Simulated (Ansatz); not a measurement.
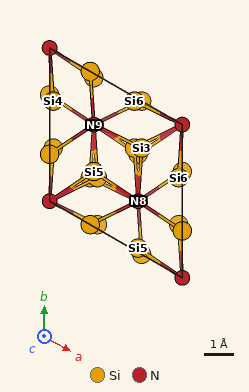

This is the input geometry for a relaxation of crystalline Si3N2 (built on the corundum_167 type) (coarse preliminary run). Style: ball-and-stick. Shown: the conventional cell (3 times the calculation's cell), along the c axis. Lengths and directions refer to the drawn axes.

Case: anti-corundum type (R-3c, No. 167).

These are results of DFT PBE, scalar-relativistic, plane waves, PAW in Ansatz, not measurements.

Input
```yaml
crystal:
  lattice:
    - [2.667457493, 1.5400573016, 4.8551732109]
    - [-2.667457493, 1.5400573016, 4.8551732109]
    - [0.0, -3.0801146033, 4.8551732109]
  atoms:
    - { symbol: Si, position: [0.05625, 0.44375, 0.75] }
    - { symbol: Si, position: [0.75, 0.05625, 0.44375] }
    - { symbol: Si, position: [0.44375, 0.75, 0.05625] }
    - { symbol: Si, position: [0.94375, 0.55625, 0.25] }
    - { symbol: Si, position: [0.25, 0.94375, 0.55625] }
    - { symbol: Si, position: [0.55625, 0.25, 0.94375] }
    - { symbol: "N", position: [0.85218, 0.85218, 0.85218] }
    - { symbol: "N", position: [0.64782, 0.64782, 0.64782] }
    - { symbol: "N", position: [0.14782, 0.14782, 0.14782] }
    - { symbol: "N", position: [0.35218, 0.35218, 0.35218] }
basis:
  ecutwfc: 420
kpoints:
  mp_grid: { grid: [6, 6, 6] }
hamiltonian:
  xc: pbe
scf:
  occupations: { method: gaussian, width: 0.1 }
  lower_state_search: "off"
output:
  forces: true
  stress: true
  eigenvalues: true
relax:
  adjacent_minimum: "off"
  f_tol: 0.04
  max_steps: 70
  cell: { stress_tol: 0.4 }
```

Launched with:
```bash
ansatz run input.yaml --threads 1 --pin off --max-ram 2560MiB --backend cpu --events-out ev --progress --plain --runs-dir out
```

Question: Predict the outcome.

Answer: After 13 accepted moves (15 points after the start) the energy has fallen by 447 meV per atom. The largest force component goes from 0.86 to 0.0058 eV/Å. Pressure: −1.02 GPa at the start and 0.02 GPa at the end. The SCF was repeated twice at an unchanged geometry on a basis and grid sized afresh for the cell, which shifted the energy by 12.8 meV per atom at most. The largest moves relative to the cell, 1.17 Å, are those of Si1, Si2, Si3, Si4, Si5 and Si6. Si5 goes along −b. By element the largest moves are Si 1.17 Å, N 0.22 Å. The drawn cell changes as follows: a = b 5.335 → 6.022 Å (+12.9 %), c 14.566 → 12.017 Å (−17.5 %); the volume changes by +5.1 %. Among the contacts that change: Si1–Si2 2.830 → 5.215 Å, Si1–N7 2.210 → 3.342 Å, Si1–Si4 2.937 → 4.012 Å, Si1–Si5 3.055 → 2.652 Å. Bond angles that change, for instance: N9–Si3–N10 120.4° → 180.0°, Si1–N10–Si2 101.2° → 111.2°. The space group (tolerance 0.01 Å) goes from R-3c (No. 167) to R-3m (No. 166). The run took 120 s on 1 thread of Intel(R) Xeon(R) Platinum 8375C CPU @ 2.90GHz (Ice Lake), on a shared host, peak memory 0.48 GiB.

Step by step:

```tsv
step	E − E(0), meV/atom	largest force component, eV/Å	pressure, GPa	volume, Å³/atom	note
0	0.00	0.8626	-1.02	11.967	
1	-42.04	0.5711	-2.95	11.880	
2	-64.46	0.6857	-2.60	11.293	
3	-73.60	0.2302	-0.91	11.290	
4	-82.47	0.3085	-0.25	11.275	
5	-123.64	0.3269	5.35	11.242	
6	-152.41	0.6111	-1.27	11.883	
7	-228.47	0.8000	-2.61	12.293	
8	-352.12	0.5274	-1.34	12.603	
9	-416.17	0.3113	0.07	12.533	
10	-432.44	0.0629	-0.67	12.521	
11	-433.97	0.0380	-0.10	12.514	
12	-446.77	0.0528	1.01	12.514	same geometry, new basis
13	-446.93	0.0035	-0.39	12.631	
14	-447.10	0.0057	0.02	12.582	
15	-447.22	0.0058	0.02	12.582	same geometry, new basis
```

Final geometry:

```xyz
10
Lattice="3.0112 1.7385 4.0057 -3.0112 1.7385 4.0057 0.0000 -3.4770 4.0057" Properties=species:S:1:pos:R:3 pbc="T T T"
Si   -0.0001   -1.7385    5.0072
Si    1.5056    0.8692    5.0072
Si   -1.5055    0.8693    5.0072
Si    0.0001    1.7385    7.0101
Si   -1.5056   -0.8692    7.0101
Si    1.5055   -0.8693    7.0101
N     0.0000    0.0000   10.4633
N     0.0000    0.0000    7.5626
N     0.0000    0.0000    1.5540
N     0.0000    0.0000    4.4546
```

The end point in the same view:

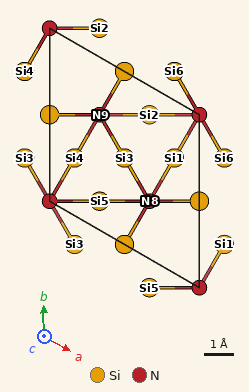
